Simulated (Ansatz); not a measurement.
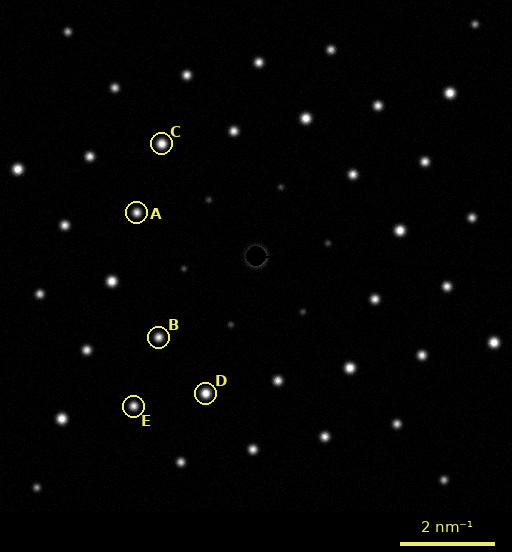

Computed electron diffraction pattern, 120 kV, single scattering only, B = 0.5 Å². The zone axis points towards the electron source and the pattern is seen from the source side.

Crystal: Sr, space group R-3c (No. 167), a = 12.848 Å, c = 7.002 Å (hexagonal axes). Structure: the geometry relaxed with DFT PBE, scalar-relativistic, plane waves, PAW in Ansatz 0.2.0; the starting structure was generated, so it need not be a known form of this composition.

```cif
data_structure
_symmetry_space_group_name_H-M 'R-3c:H'
_symmetry_Int_Tables_number 167
_cell_length_a 12.8482
_cell_length_b 12.8482
_cell_length_c 7.0022
_cell_angle_alpha 90.000
_cell_angle_beta 90.000
_cell_angle_gamma 120.000
_cell_volume 1001.03
loop_
_atom_site_label
_atom_site_type_symbol
_atom_site_symmetry_multiplicity
_atom_site_Wyckoff_symbol
_atom_site_fract_x
_atom_site_fract_y
_atom_site_fract_z
_atom_site_occupancy
Sr1 Sr 18 e 0.18606 0.18606 0.25000 1
```

Spot A is indexed -3 0 0 and spot B 0 -3 0.

> What are the indices of the remaining marked spots?

C = (4/3)A − (2/3)B = -4 2 0 (d = 3.212 Å). D = −(2/3)A + (4/3)B = 2 -4 0 (d = 3.212 Å). E = −(1/3)A + (5/3)B = 1 -5 0 (d = 2.428 Å).

> Find the zone axis.

The cross product of A and B is parallel to [001]; every spot obeys hu + kv + lw = 0.
